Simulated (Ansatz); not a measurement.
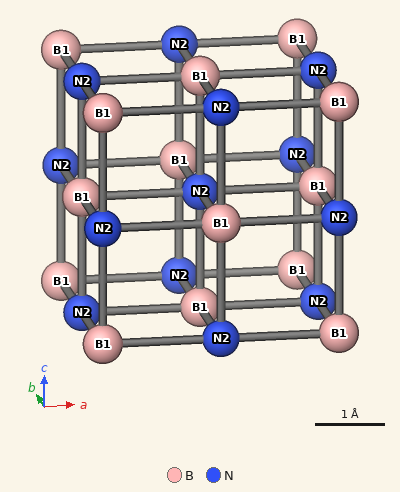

Figure 1. The structure (ball-and-stick view of the cell 4 times as large as that of the calculation, set on its symmetry axes, seen slightly off an axis; atoms are numbered from 1 in the order of the input).

## What a change does: single-point calculation on BN

System: BN (Fm-3m, 2 atoms in the cell).
Method of the first run: DFT, PBE, plane waves, PAW, no spin polarisation (Ansatz 0.2.0).

The structure was built on a prototype by a generator. The geometry comes from this level: PBE. Text and figures count atoms from 1; the logs count them from 0 in places.

### Input file, the first run
```yaml
crystal:
  lattice:
    - [0.0, 1.7517434717, 1.7517434717]
    - [1.7517434717, 0.0, 1.7517434717]
    - [1.7517434717, 1.7517434717, 0.0]
  atoms:
    - { symbol: B, position: [0.0, 0.0, 0.0] }
    - { symbol: "N", position: [0.5, 0.5, 0.5] }
kpoints:
  mp_grid: { grid: [10, 10, 10] }
hamiltonian:
  xc: pbe
scf:
  occupations: { method: fixed }
  n_extra_bands: 4
output:
  forces: true
  stress: true
  eigenvalues: true
```

Command:
```bash
ansatz run input.yaml --threads 2 --pin off --max-ram 2764MiB --backend cpu --events-out ev --progress --plain --runs-dir out
```

Hardware: 2 threads of Arm Neoverse V1, 24 GiB of memory available, shared host.

### Output, shortened to warnings, some set-up lines, iterations and results (the first run)
```
Basis set: ecut = 420 eV, 181 PW (Γ), exchange–correlation on 36×36×36 points (8 copies of the dense FFT grid, shifted against one another)
Symmetry: 48 space group operations
k-points: 47 of 1000
Initial density: superposition of atomic densities (neutral atoms: chi_scale 0, normalization atom), corrected by the library's trained network
[...]
SCF iter   1: F=—  HF=-538.773706 eV  |F-HF|=—  |Δ(HF+E_count)|=         —  Δρ=1.30e-2  dr2=1.48e-2  ethr=1.77e-3  ⟨swp⟩=3.8  Hψ=2168  notcnv=0  defer=87
SCF iter   2: F=—  HF=-538.770717 eV  |F-HF|=—  |Δ(HF+E_count)|=   2.99e-3  Δρ=4.45e-3  dr2=1.47e-3  ethr=1.85e-4  ⟨swp⟩=2.4  Hψ=895  notcnv=0  defer=90
SCF iter   3: F=—  HF=-538.770386 eV  |F-HF|=—  |Δ(HF+E_count)|=   3.31e-4  Δρ=1.18e-3  dr2=4.67e-5  ethr=1.83e-5  ⟨swp⟩=2.7  Hψ=613  notcnv=0  defer=90
SCF iter   4: F=—  HF=-538.770528 eV  |F-HF|=—  |Δ(HF+E_count)|=   1.42e-4  Δρ=7.56e-5  dr2=3.48e-7  ethr=5.83e-7  ⟨swp⟩=2.0  Hψ=606  notcnv=0  defer=50
SCF iter   5: F=-538.770528 eV  HF=-538.770528 eV  |F-HF|=5.17e-9  |Δ(HF+E_count)|=   1.94e-7  Δρ=8.47e-6  dr2=1.48e-9  ethr=4.35e-9  ⟨swp⟩=2.7  Hψ=582  notcnv=0  defer=52
SCF iter   6: F=-538.770528 eV  HF=-538.770528 eV  |F-HF|=7.50e-12  |Δ(HF+E_count)|=   5.53e-9  Δρ=4.92e-7  dr2=1.54e-11  ethr=1.85e-11  ⟨swp⟩=3.0  Hψ=1789  notcnv=0
SCF 1 converged in 6 iterations: F = -538.770528 eV  dr2 = 1.54e-11
SCF converged after 6 iterations
Free energy (F): -538.770528 eV
Harris-Foulkes:  -538.770528 eV  (|F-HF|=7.50e-12)
Internal energy: -538.770528 eV  (E = F + TS)
E sigma→0 (E₀):  -538.770528 eV
Fermi energy:    14.314714 eV
--- Per-component energies (eV) ---
  E_band       = 45.957867
  E_kinetic    = 182.894999
  E_local      = -127.272034  (includes V_loc(G=0)·N_el)
  E_nonlocal   = 55.845951
  E_hartree    = 35.976334
  E_xc         = -92.912122
  E_vxc        = -115.712341  (∫ρ·V_xc dr)
  E_paw        = -205.768950  (= ΣΔE_a)
  E_vpaw       = -21.751508  (= ΣTr[D̂ρ^β])
  E_aug_tail   = 0.000095  (compensation charges beyond the density's cutoff)
  E_ewald      = -387.534800
  E_smearing   = -0.000000  (= −TS)
  E_closure    = 0.000000  (closes the sum)
  Σ components = -538.770528   (vs F -538.770528, Δ=0.00e0)
--- Forces (eV/Å), atoms counted from 1 ---
  atom   1  B     -0.00000000     0.00000000     0.00000000
  atom   2  N      0.00000000     0.00000000    -0.00000000
  max |Σ_I F_I| component: 8.15e-30 eV/Å
--- Stress (GPa, compression-positive) ---
       -0.024495      -0.000000       0.000000
        0.000000      -0.024495       0.000000
        0.000000       0.000000      -0.024495
  P = ⅓ Tr σ = -0.0245 GPa (-0.245 kbar)
```

The input of the second run differs as follows (lines with − go, lines with + come):
```diff
-    - [0.0, 1.7517434717, 1.7517434717]
-    - [1.7517434717, 0.0, 1.7517434717]
-    - [1.7517434717, 1.7517434717, 0.0]
+    - [0.0, 1.7159835709, 1.7159835709]
+    - [1.7159835709, 0.0, 1.7159835709]
+    - [1.7159835709, 1.7159835709, 0.0]
```

How does the second run compare with the first run?

With the same functional and potentials, the second run lies 25.3 meV per atom higher. The gap on the mesh goes from 1.27 to 1.75 eV. The pressure goes from −0.02 to 26.46 GPa. The volume per atom goes from 5.38 to 5.05 Å³. The cell is scaled evenly with the atoms at fixed fractional positions, so −ΔP/Δ ln V estimates the bulk modulus midway between the two volumes: about 430 GPa. The number of SCF iterations is the same.

### Output, shortened to warnings, some set-up lines, iterations and results (the second run)
```
Basis set: ecut = 420 eV, 181 PW (Γ), exchange–correlation on 36×36×36 points (8 copies of the dense FFT grid, shifted against one another)
Symmetry: 48 space group operations
k-points: 47 of 1000
Initial density: superposition of atomic densities (neutral atoms: chi_scale 0, normalization atom), corrected by the library's trained network
[...]
SCF iter   1: F=—  HF=-538.724053 eV  |F-HF|=—  |Δ(HF+E_count)|=         —  Δρ=1.55e-2  dr2=1.91e-2  ethr=1.77e-3  ⟨swp⟩=3.9  Hψ=2175  notcnv=0  defer=86
SCF iter   2: F=—  HF=-538.720058 eV  |F-HF|=—  |Δ(HF+E_count)|=   3.99e-3  Δρ=4.56e-3  dr2=1.32e-3  ethr=2.39e-4  ⟨swp⟩=2.3  Hψ=889  notcnv=0  defer=90
SCF iter   3: F=—  HF=-538.719810 eV  |F-HF|=—  |Δ(HF+E_count)|=   2.48e-4  Δρ=1.38e-3  dr2=5.52e-5  ethr=1.65e-5  ⟨swp⟩=2.6  Hψ=618  notcnv=0  defer=91
SCF iter   4: F=—  HF=-538.719983 eV  |F-HF|=—  |Δ(HF+E_count)|=   1.74e-4  Δρ=8.70e-5  dr2=3.19e-7  ethr=6.90e-7  ⟨swp⟩=2.0  Hψ=612  notcnv=0  defer=52
SCF iter   5: F=-538.719984 eV  HF=-538.719984 eV  |F-HF|=5.45e-9  |Δ(HF+E_count)|=   4.24e-7  Δρ=9.06e-6  dr2=1.95e-9  ethr=3.99e-9  ⟨swp⟩=2.3  Hψ=549  notcnv=0  defer=56
SCF iter   6: F=-538.719984 eV  HF=-538.719984 eV  |F-HF|=5.46e-12  |Δ(HF+E_count)|=   6.08e-9  Δρ=5.58e-7  dr2=1.42e-11  ethr=2.44e-11  ⟨swp⟩=3.1  Hψ=1795  notcnv=0
SCF 1 converged in 6 iterations: F = -538.719984 eV  dr2 = 1.42e-11
SCF converged after 6 iterations
Free energy (F): -538.719984 eV
Harris-Foulkes:  -538.719984 eV  (|F-HF|=5.46e-12)
Internal energy: -538.719984 eV  (E = F + TS)
E sigma→0 (E₀):  -538.719984 eV
Fermi energy:    15.476159 eV
--- Per-component energies (eV) ---
  E_band       = 52.327135
  E_kinetic    = 186.839645
  E_local      = -120.706810  (includes V_loc(G=0)·N_el)
  E_nonlocal   = 56.188661
  E_hartree    = 34.577809
  E_xc         = -93.904832
  E_vxc        = -117.025513  (∫ρ·V_xc dr)
  E_paw        = -206.103794  (= ΣΔE_a)
  E_vpaw       = -22.124588  (= ΣTr[D̂ρ^β])
  E_aug_tail   = 0.000093  (compensation charges beyond the density's cutoff)
  E_ewald      = -395.610755
  E_smearing   = -0.000000  (= −TS)
  E_closure    = 0.000000  (closes the sum)
  Σ components = -538.719984   (vs F -538.719984, Δ=0.00e0)
--- Forces (eV/Å), atoms counted from 1 ---
  atom   1  B     -0.00000000     0.00000000    -0.00000000
  atom   2  N      0.00000000    -0.00000000    -0.00000000
  max |Σ_I F_I| component: 7.92e-30 eV/Å
--- Stress (GPa, compression-positive) ---
       26.464369      -0.000000       0.000000
        0.000000      26.464369       0.000000
        0.000000       0.000000      26.464369
  P = ⅓ Tr σ = 26.4644 GPa (264.644 kbar)
```

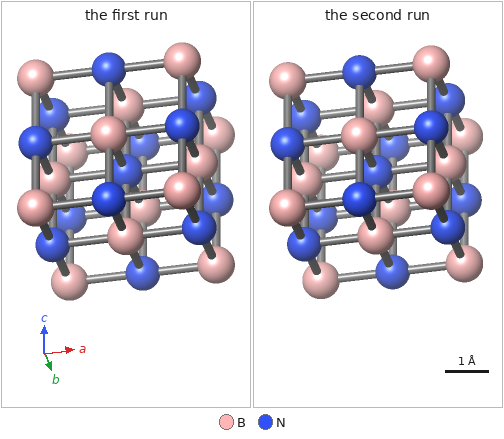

Figure 2. The two input geometries at one scale (ball-and-stick view of the cell 4 times as large as that of the calculation, set on its symmetry axes, seen at an oblique angle). No atom moves by more than 0.005 Å relative to the cell. The volume changes by −6.0 %, with a = b = c 3.503 → 3.432 Å (−2.0 %). Among the contacts that change: B–N 1.752 → 1.716 Å.

### The two runs side by side

| quantity | the first run | the second run |
| --- | --- | --- |
| outcome | converged | converged |
| free energy per atom (eV) | −269.3853 | −269.3600 |
| gap on the mesh (eV) | 1.27 | 1.75 |
| pressure (GPa) | −0.02 | 26.46 |
| volume per atom (Å³) | 5.38 | 5.05 |
| largest force (eV/Å) | 0.000 | 0.000 |
| SCF iterations | 6 | 6 |
| irreducible k-points | 47 | 47 |
| plane waves at Γ | 181 | 181 |

For the second run: The cell is under a pressure of 26 GPa at this level, so it is not at its equilibrium volume.
